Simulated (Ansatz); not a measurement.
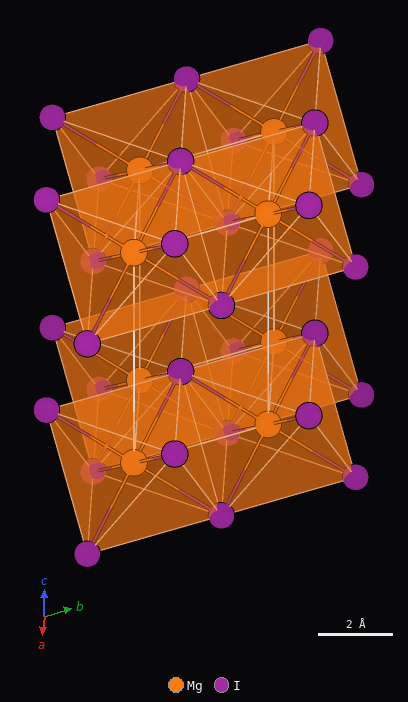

The structure as given in the input (polyhedral view of the cell of the calculation, seen at an oblique angle; polyhedra are completed across the faces of the cell).

Geometry relaxation of MgI$_{2}$ (part 1 of 2)

- system: MgI$_{2}$ (3 atoms in the cell)
- method: DFT PBE+D3(BJ), scalar-relativistic, plane waves, PAW, no spin polarisation (Ansatz 0.2.0)

The structure derives from an entry of the Crystallography Open Database.

**The input**
```yaml
crystal:
  lattice:
    - [4.1537001214, 0.0, 0.0]
    - [-2.0768500607, 3.5972098248, 0.0]
    - [0.0, 0.0, 6.862]
  atoms:
    - { symbol: Mg, position: [0.0, 0.0, 0.0] }
    - { symbol: I, position: [0.3333333333, 0.6666666667, 0.75763] }
    - { symbol: I, position: [0.6666666667, 0.3333333333, 0.24237] }
basis:
  ecutwfc: 420
kpoints:
  mp_grid: { grid: [6, 6, 4] }
hamiltonian:
  xc: pbe
  dispersion: d3bj
scf:
  occupations: { method: gaussian, width: 0.02 }
output:
  forces: true
  stress: true
  eigenvalues: true
  write_density: true
  write_potential: true
  elf: true
  volumetric_format: npy
relax:
  adjacent_minimum: "off"
  f_tol: 0.005
  max_steps: 80
  cell: { stress_tol: 0.05 }
```

Run as:
```bash
ansatz run input.yaml --threads 1 --pin off --max-ram 3072MiB --backend cpu --events-out ev --progress --plain --runs-dir out
```

**Output**
```
Engine: ansatz 0.2.0, x86_64-unknown-linux-gnu
Pseudopotentials: kind: paw
Pseudopotential: Mg, paw, valence charge 10, recommended cutoff 420 eV (normal), Mg.paw.azcp
Pseudopotential: I, paw, valence charge 17, recommended cutoff 420 eV (normal), I.paw.azcp
Functional definition: PBE
  parameter kappa = 0.804
  parameter beta = 0.06672455060314922
  exchange = pbe_x(kappa = kappa, mu = beta*pi^2/3)
  correlation = pbe_c(beta = beta)
Crystal: 3 atoms, lattice volume = 102.530 Å³
Basis set: ecut = 420 eV, 1973 PW (Γ), exchange–correlation on 60×60×96 points (8 copies of the dense FFT grid, shifted against one another)
Bands: 27, of which v1, the nominal top of the filled ones, is band 22 counted from 1 (21 counted from 0)
Symmetry: 12 space group operations
Space group: P-3m1 (ITA 164), of the structure as read, at distance tolerance 4.7e-5 Å
k-points: 24 of 144
Non-local potential: Mg, projectors of the file, l = 0: 3, l = 1: 2, l = 2: 1
Non-local potential: I, projectors of the file, l = 0: 2, l = 1: 2, l = 2: 2, l = 3: 2
PAW form: soft (Blöchl's): semilocal exchange-correlation on the pseudo side does not see the compensation charge
PAW one-centre angular grid: Mg, 110 points (default); XC on 64 Gauss nodes
PAW one-centre angular grid: I, 590 points (default); XC on 64 Gauss nodes
Initial density: superposition of atomic densities (neutral atoms: chi_scale 0, normalization atom), corrected by the library's trained network
Initial wavefunctions: pseudopotential atomic-orbital guess
Functional: x = pbe(κ = 0.804, μ = 0.2195149727645171), c = pbe(β = 0.06672455060314922)
SCF iter   1: F=—  HF=-16953.707301 eV  |F-HF|=—  |Δ(HF+E_count)|=         —  Δρ=6.69e-4  dr2=2.31e-4  ethr=1.77e-3  ⟨swp⟩=8.1  Hψ=3313  notcnv=0
preconditioner: auto → Resta (q_TF=auto, 2.370 Å⁻¹)  ε∞=3.1  [insulator: Δε(μ)=3.516 eV  Ē_g=10.207 eV  σ=0.020 eV  W_gap=1.00  n_scr=22 (ndim 8)  ℏωp=14.7 eV  f_vac=0.093  D(μ)=0.00/eV (n_scr^D=0)  ε∞_Penn≈3.1]
SCF iter   2: F=—  HF=-16953.706502 eV  |F-HF|=—  |Δ(HF+E_count)|=   7.99e-4  Δρ=4.98e-4  dr2=4.64e-4  ethr=5.26e-7  ⟨swp⟩=3.0  Hψ=1561  notcnv=0  defer=23
SCF iter   3: F=—  HF=-16953.706460 eV  |F-HF|=—  |Δ(HF+E_count)|=   4.22e-5  Δρ=2.85e-4  dr2=1.16e-4  ethr=5.26e-7  ⟨swp⟩=2.6  Hψ=1026  notcnv=0  defer=23
SCF iter   4: F=—  HF=-16953.706512 eV  |F-HF|=—  |Δ(HF+E_count)|=   5.20e-5  Δρ=7.95e-5  dr2=9.97e-6  ethr=2.63e-7  ⟨swp⟩=3.0  Hψ=1249  notcnv=0  defer=23
SCF iter   5: F=—  HF=-16953.706519 eV  |F-HF|=—  |Δ(HF+E_count)|=   7.20e-6  Δρ=4.07e-5  dr2=3.67e-6  ethr=2.27e-8  ⟨swp⟩=3.0  Hψ=1196  notcnv=0  defer=23
SCF iter   6: F=—  HF=-16953.706519 eV  |F-HF|=—  |Δ(HF+E_count)|=   6.49e-7  Δρ=1.09e-5  dr2=2.37e-7  ethr=8.35e-9  ⟨swp⟩=3.0  Hψ=1149  notcnv=0  defer=23
SCF iter   7: F=-16953.706519 eV  HF=-16953.706519 eV  |F-HF|=5.98e-9  |Δ(HF+E_count)|=   2.28e-8  Δρ=2.50e-6  dr2=1.28e-8  ethr=2.27e-10  ⟨swp⟩=14.0  Hψ=4966  notcnv=0
SCF 1 converged in 7 iterations: F = -16953.706519 eV  dr2 = 1.28e-8
  greatest PAW one-centre occupation: 1.000 electrons in one spin orbital (limit 2), on the Mg atom at site 0 (counted from 0), in its partial waves of l = 0
relax step   1: F+E_penalty+E_count = -16953.70651875 eV  Δ(F+E_penalty+E_count) = +0.000e0 eV  max|allowed force component| = 3.862e-2 eV/Å  Δτ_max = 0.0000 Å  P = -0.250 GPa  Ω = 102.530 Å³  (7 SCF iters, dr2 threshold 1.00e-7 eV, accepted)
Crystal: 3 atoms, lattice volume = 99.931 Å³
Basis set: ecut = 420 eV, 1967 PW (Γ), exchange–correlation on 60×60×96 points (8 copies of the dense FFT grid, shifted against one another)
Initial density: handed on by an earlier stage of this run
Initial wavefunctions: those handed on with the density
iter 1 solved again at ethr=2.62e-5 eV; its pass at ethr=3.10e-3 eV (dr2=1.15e-2 eV) is discarded
SCF iter   1: F=—  HF=-16953.709463 eV  |F-HF|=—  |Δ(HF+E_count)|=         —  Δρ=2.18e-3  dr2=1.26e-2  ethr=2.62e-5  ⟨swp⟩=1.9  Hψ=3806  notcnv=0
preconditioner: auto → Resta (q_TF=auto, 2.380 Å⁻¹)  ε∞=3.1  [insulator: Δε(μ)=3.493 eV  Ē_g=10.207 eV  σ=0.020 eV  W_gap=1.00  n_scr=22 (ndim 8)  ℏωp=14.9 eV  f_vac=0.071  D(μ)=0.00/eV (n_scr^D=0)  ε∞_Penn≈3.1]
SCF iter   2: F=—  HF=-16953.706535 eV  |F-HF|=—  |Δ(HF+E_count)|=   2.93e-3  Δρ=1.12e-3  dr2=1.14e-3  ethr=2.62e-5  ⟨swp⟩=3.0  Hψ=959  notcnv=0
SCF iter   3: F=—  HF=-16953.706346 eV  |F-HF|=—  |Δ(HF+E_count)|=   1.89e-4  Δρ=3.98e-4  dr2=1.40e-4  ethr=2.59e-6  ⟨swp⟩=2.0  Hψ=806  notcnv=0
SCF iter   4: F=—  HF=-16953.706360 eV  |F-HF|=—  |Δ(HF+E_count)|=   1.46e-5  Δρ=6.29e-5  dr2=6.00e-6  ethr=3.17e-7  ⟨swp⟩=2.0  Hψ=836  notcnv=0
SCF iter   5: F=—  HF=-16953.706365 eV  |F-HF|=—  |Δ(HF+E_count)|=   4.47e-6  Δρ=2.02e-5  dr2=4.55e-7  ethr=1.36e-8  ⟨swp⟩=2.2  Hψ=882  notcnv=0
SCF iter   6: F=-16953.706366 eV  HF=-16953.706366 eV  |F-HF|=3.49e-8  |Δ(HF+E_count)|=   8.20e-7  Δρ=4.43e-6  dr2=1.64e-8  ethr=6.82e-10  ⟨swp⟩=11.1  Hψ=4700  notcnv=0
SCF 2 converged in 6 iterations: F = -16953.706366 eV  dr2 = 1.64e-8
relax step   2: F+E_penalty+E_count = -16953.70636561 eV  Δ(F+E_penalty+E_count) = +1.531e-4 eV  max|allowed force component| = 1.190e-1 eV/Å  Δτ_max = 0.0471 Å  P = -0.151 GPa  Ω = 99.931 Å³  energy of the carried Pulay correction = +2.217e-4 eV  (6 SCF iters, dr2 threshold 3.00e-7 eV, rejected (line search))
Crystal: 3 atoms, lattice volume = 101.041 Å³
iter 1 solved again at ethr=6.82e-6 eV; its pass at ethr=3.10e-3 eV (dr2=3.00e-3 eV) is discarded
SCF iter   1: F=—  HF=-16953.709719 eV  |F-HF|=—  |Δ(HF+E_count)|=         —  Δρ=1.18e-3  dr2=2.85e-3  ethr=6.82e-6  ⟨swp⟩=2.0  Hψ=3712  notcnv=0
preconditioner: auto → Resta (q_TF=auto, 2.375 Å⁻¹)  ε∞=3.1  [insulator: Δε(μ)=3.559 eV  Ē_g=10.237 eV  σ=0.020 eV  W_gap=1.00  n_scr=22 (ndim 8)  ℏωp=14.8 eV  f_vac=0.085  D(μ)=0.00/eV (n_scr^D=0)  ε∞_Penn≈3.1]
SCF iter   2: F=—  HF=-16953.709076 eV  |F-HF|=—  |Δ(HF+E_count)|=   6.43e-4  Δρ=6.31e-4  dr2=3.12e-4  ethr=6.49e-6  ⟨swp⟩=2.0  Hψ=866  notcnv=0
SCF iter   3: F=—  HF=-16953.709027 eV  |F-HF|=—  |Δ(HF+E_count)|=   4.86e-5  Δρ=1.95e-4  dr2=3.61e-5  ethr=7.09e-7  ⟨swp⟩=2.0  Hψ=761  notcnv=0
SCF iter   4: F=—  HF=-16953.709039 eV  |F-HF|=—  |Δ(HF+E_count)|=   1.18e-5  Δρ=3.42e-5  dr2=1.82e-6  ethr=8.20e-8  ⟨swp⟩=2.0  Hψ=840  notcnv=0
SCF iter   5: F=—  HF=-16953.709038 eV  |F-HF|=—  |Δ(HF+E_count)|=   5.91e-7  Δρ=1.07e-5  dr2=1.42e-7  ethr=4.14e-9  ⟨swp⟩=2.1  Hψ=857  notcnv=0
SCF iter   6: F=—  HF=-16953.709038 eV  |F-HF|=—  |Δ(HF+E_count)|=   2.30e-7  Δρ=2.35e-6  dr2=4.43e-9  ethr=3.22e-10  ⟨swp⟩=3.0  Hψ=1145  notcnv=0
SCF iter   7: F=—  HF=-16953.709038 eV  |F-HF|=—  |Δ(HF+E_count)|=   1.17e-8  Δρ=6.00e-7  dr2=4.03e-10  ethr=1.01e-11  ⟨swp⟩=2.0  Hψ=1177  notcnv=0
SCF iter   8: F=—  HF=-16953.709038 eV  |F-HF|=—  |Δ(HF+E_count)|=   1.03e-9  Δρ=1.95e-7  dr2=4.91e-11  ethr=1.00e-12  ⟨swp⟩=2.0  Hψ=1176  notcnv=0
SCF iter   9: F=-16953.709038 eV  HF=-16953.709038 eV  |F-HF|=7.28e-12  |Δ(HF+E_count)|=  1.53e-10  Δρ=4.63e-8  dr2=2.73e-12  ethr=1.00e-12  ⟨swp⟩=7.6  Hψ=3155  notcnv=0
SCF 3 converged in 9 iterations: F = -16953.709038 eV  dr2 = 2.73e-12
relax step   3: F+E_penalty+E_count = -16953.70903841 eV  Δ(F+E_penalty+E_count) = -2.520e-3 eV  max|allowed force component| = 1.157e-2 eV/Å  Δτ_max = 0.0201 Å  P = -0.100 GPa  Ω = 101.041 Å³  energy of the carried Pulay correction = +1.264e-4 eV  (9 SCF iters, accepted)
Crystal: 3 atoms, lattice volume = 100.667 Å³
iter 1 solved again at ethr=2.69e-7 eV; its pass at ethr=3.10e-3 eV (dr2=1.18e-4 eV) is discarded
SCF iter   1: F=—  HF=-16953.709201 eV  |F-HF|=—  |Δ(HF+E_count)|=         —  Δρ=1.59e-4  dr2=1.36e-4  ethr=2.69e-7  ⟨swp⟩=2.1  Hψ=3480  notcnv=0
preconditioner: auto → Resta (q_TF=auto, 2.377 Å⁻¹)  ε∞=3.1  [insulator: Δε(μ)=3.538 eV  Ē_g=10.243 eV  σ=0.020 eV  W_gap=1.00  n_scr=22 (ndim 8)  ℏωp=14.8 eV  f_vac=0.083  D(μ)=0.00/eV (n_scr^D=0)  ε∞_Penn≈3.1]
SCF iter   2: F=—  HF=-16953.709167 eV  |F-HF|=—  |Δ(HF+E_count)|=   3.36e-5  Δρ=6.70e-5  dr2=1.28e-5  ethr=2.69e-7  ⟨swp⟩=2.0  Hψ=747  notcnv=0
SCF iter   3: F=—  HF=-16953.709168 eV  |F-HF|=—  |Δ(HF+E_count)|=   8.98e-7  Δρ=2.78e-5  dr2=1.42e-6  ethr=2.92e-8  ⟨swp⟩=2.0  Hψ=753  notcnv=0
SCF iter   4: F=—  HF=-16953.709168 eV  |F-HF|=—  |Δ(HF+E_count)|=   2.70e-7  Δρ=8.39e-6  dr2=1.05e-7  ethr=3.23e-9  ⟨swp⟩=2.0  Hψ=785  notcnv=0
SCF iter   5: F=-16953.709168 eV  HF=-16953.709168 eV  |F-HF|=8.32e-9  |Δ(HF+E_count)|=   2.69e-8  Δρ=1.89e-6  dr2=3.90e-9  ethr=5.78e-11  ⟨swp⟩=10.6  Hψ=4372  notcnv=0
SCF 4 converged in 5 iterations: F = -16953.709168 eV  dr2 = 3.90e-9
relax step   4: F+E_penalty+E_count = -16953.70916773 eV  Δ(F+E_penalty+E_count) = -1.293e-4 eV  max|allowed force component| = 2.693e-3 eV/Å  Δτ_max = 0.0004 Å  P = +0.012 GPa  Ω = 100.667 Å³  energy of the carried Pulay correction = +1.583e-4 eV  (5 SCF iters, dr2 threshold 2.54e-8 eV, accepted)
Initial wavefunctions: pseudopotential atomic-orbital guess (no wavefunctions were taken with the density)
iter 1 solved again at ethr=8.02e-7 eV; its pass at ethr=3.10e-3 eV (dr2=3.53e-4 eV) is discarded
SCF iter   1: F=—  HF=-16953.709004 eV  |F-HF|=—  |Δ(HF+E_count)|=         —  Δρ=9.94e-6  dr2=2.20e-8  ethr=8.02e-7  ⟨swp⟩=3.1  Hψ=4817  notcnv=0
eigensolver tolerance schedule: the retry pair's looser diagonalisation over-reported the residual by 16021.37 of it (diagonalisation noise at an unbounded share of the residual, at the tolerance the schedule requests for it); recorded, not acted on — ethr = c·dr2/N_el stays at c = 1.0e-1
preconditioner: auto → Resta (q_TF=auto, 2.377 Å⁻¹)  ε∞=3.1  [insulator: Δε(μ)=3.543 eV  Ē_g=10.245 eV  σ=0.020 eV  W_gap=1.00  n_scr=22 (ndim 8)  ℏωp=14.8 eV  f_vac=0.082  D(μ)=0.00/eV (n_scr^D=0)  ε∞_Penn≈3.1]
SCF iter   2: F=—  HF=-16953.709009 eV  |F-HF|=—  |Δ(HF+E_count)|=   5.20e-6  Δρ=5.11e-6  dr2=6.32e-9  ethr=5.00e-11  ⟨swp⟩=3.7  Hψ=1407  notcnv=0
SCF iter   3: F=—  HF=-16953.709009 eV  |F-HF|=—  |Δ(HF+E_count)|=   8.74e-9  Δρ=1.06e-6  dr2=7.53e-10  ethr=1.44e-11  ⟨swp⟩=2.0  Hψ=1152  notcnv=0
SCF iter   4: F=—  HF=-16953.709009 eV  |F-HF|=—  |Δ(HF+E_count)|=  9.53e-10  Δρ=3.53e-7  dr2=1.34e-10  ethr=1.71e-12  ⟨swp⟩=2.1  Hψ=812  notcnv=0
SCF iter   5: F=-16953.709009 eV  HF=-16953.709009 eV  |F-HF|=2.91e-11  |Δ(HF+E_count)|=  3.02e-10  Δρ=1.01e-7  dr2=1.67e-11  ethr=1.00e-12  ⟨swp⟩=7.5  Hψ=3204  notcnv=0
SCF 5 converged in 5 iterations: F = -16953.709009 eV  dr2 = 1.67e-11
relax step   5: F+E_penalty+E_count = -16953.70900895 eV  Δ(F+E_penalty+E_count) = +1.588e-4 eV  max|allowed force component| = 2.676e-3 eV/Å  Δτ_max = 0.0000 Å  P = +0.013 GPa  Ω = 100.667 Å³  stress off target by 1.95e-2 GPa  SCF on the basis re-selected at this cell (its energy is not comparable with the rows above)  (5 SCF iters)
```

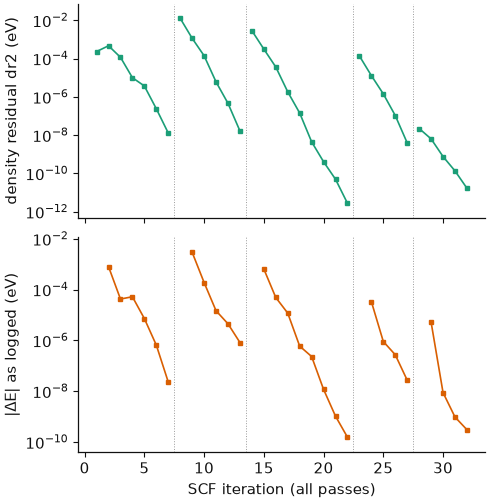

Convergence of the self-consistent field: density residual dr2 and size of the energy change against the SCF iteration. The dotted lines part the SCF passes of the relaxation: geometry steps, rejected trials and re-solves on a re-selected basis. The 5 passes take 5 to 9 iterations each, 32 in all.

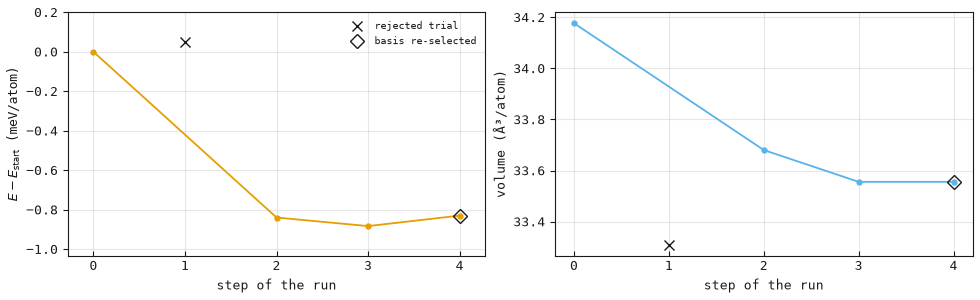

Progress of the relaxation, step by step (the first geometry is step 0 here and step 1 in the log).
